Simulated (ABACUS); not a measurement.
**Energy of TiC along an even scaling of the cell**

System: TiC (Fm-3m, 2 atoms in the cell).
Method: Kohn-Sham DFT of a periodic cell, PBE, PseudoDojo NC SR 0.4.1 PBE standard, no spin polarisation (ABACUS 3.10.1).

The 7 runs differ only in the geometry, by an even scaling of the cell at fixed fractional positions. The structure derives from a Materials Project entry.

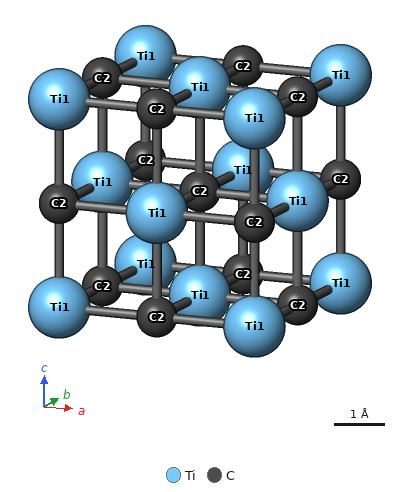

Figure 1. The structure of run 4 (ball-and-stick view of the cell 4 times as large as that of the calculation, set on its symmetry axes, seen slightly off an axis; atoms are numbered from 1 in the order of the input).

### The input of run 4
```
INPUT_PARAMETERS
suffix              TiC
calculation         scf
basis_type          pw
pseudo_dir          ./
symmetry            1
dft_functional      pbe
ecutwfc             84
pseudo_rcut         10
nspin               1
nbands              12
ks_solver           dav
smearing_method     fd
smearing_sigma      0.00367493
scf_thr             1e-08
scf_nmax            100
mixing_type         broyden
mixing_beta         0.7
cal_force           1
cal_stress          1
kpar                4
```

### File STRU of run 4
```
ATOMIC_SPECIES
Ti 47.8670 Ti.upf
C 12.0110 C.upf

LATTICE_CONSTANT
1.8897261246

LATTICE_VECTORS
0.0000000000 2.1657188437 2.1657188437
2.1657188437 0.0000000000 2.1657188437
2.1657188437 2.1657188437 0.0000000000

ATOMIC_POSITIONS
Direct

Ti
0.0
1
0.0000000000 0.0000000000 0.0000000000 1 1 1

C
0.0
1
0.5000000000 0.5000000000 0.5000000000 1 1 1
```

### File KPT of run 4
```
K_POINTS
0
Gamma
11 11 11 0 0 0
```

Command:
```bash
OMP_NUM_THREADS=1 mpirun -np 4 abacus > log
```

Lattice vectors (Å) and fractional positions of run 4:
```
   0.000000    2.165719    2.165719
   2.165719    0.000000    2.165719
   2.165719    2.165719    0.000000
Ti  0.000000  0.000000  0.000000
C   0.500000  0.500000  0.500000
```

Run 3 differs from it as follows:
```diff
-0.0000000000 2.1657188437 2.1657188437
-2.1657188437 0.0000000000 2.1657188437
-2.1657188437 2.1657188437 0.0000000000
+0.0000000000 2.1511833799 2.1511833799
+2.1511833799 0.0000000000 2.1511833799
+2.1511833799 2.1511833799 0.0000000000
```

### Results, with one run withheld

| run | volume per atom (Å³) | free energy per atom, from the lowest run given (meV) | pressure (GPa) |
| --- | --- | --- | --- |
| 1 | 9.548 | 33.39 | 18.03 |
| 2 | 9.752 | 14.68 | 11.49 |
| 3 | 9.955 | ? | ? |
| 4 | 10.158 | 0.00 | 0.29 |
| 5 | 10.361 | 2.61 | −4.45 |
| 6 | 10.564 | 11.02 | −8.81 |
| 7 | 10.767 | 24.68 | −12.75 |

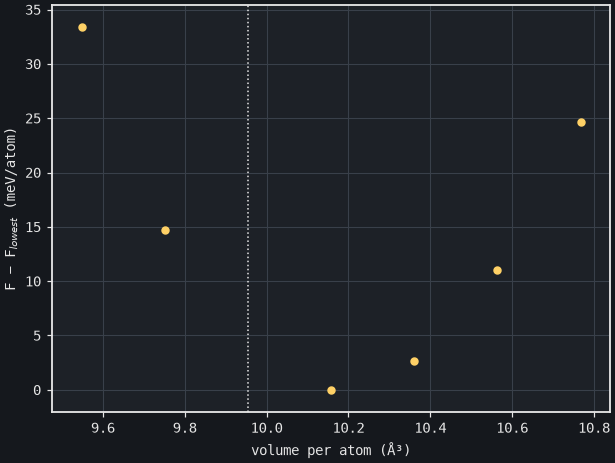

Figure 2. Free energy per atom of the runs given; the dotted line marks run 3.

What should run 3 give?

A cubic polynomial in V^(−2/3) (the Birch–Murnaghan form), fitted to the 6 runs given, misses them by at most 0.02 meV per atom. With x = V^(−2/3) − 0.21295 Å⁻², it reads F = −0.0041082 − 23.239 x + 3.9511e+05 x² − 1.5463e+05 x³ (meV per atom). At run 3 it gives 3.82 meV per atom, and the run itself gives 3.79. The slope of the fit gives a pressure −dF/dV of 5.69 GPa there, and the run prints 5.61 GPa. The two needn't agree exactly: the fit is approximate, and the printed stress is taken on a finite basis. The fit has its minimum at 10.174 Å³ per atom, where V d²F/dV² gives 251 GPa: the bulk modulus at this level, since symmetry fixes the shape and the positions.

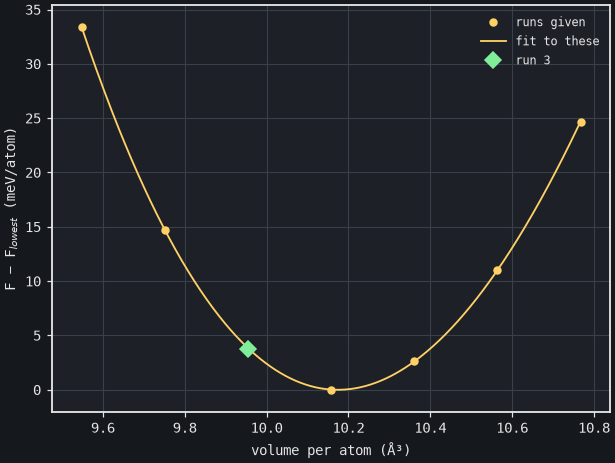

Figure 3. The fit and the withheld run.

### Some lines of the output (run 3)
```
[...]
 E_Fermi        1.0333819450         14.0598826617
 E_Fermi        1.1294780189         15.3673368231
 E_Fermi        1.1205215925         15.2454783905
 E_Fermi        1.1112524810         15.1193656582
 E_Fermi        1.1116786718         15.1251642814
 E_Fermi        1.1132431231         15.1464497341
 E_Fermi        1.1135304034         15.1503583831
 E_Fermi        1.1135122026         15.1501107485
 E_KS(sigma->0) -130.8811441406      -1780.7293210720
 E_Fermi        1.1134135857         15.1487689958
 final etot is -1780.7304906 eV
 EFERMI = 15.148768996 eV
 TOTAL-PRESSURE: 56.146260 KBAR
 !FINAL_ETOT_IS -1780.7304906225101604 eV
```
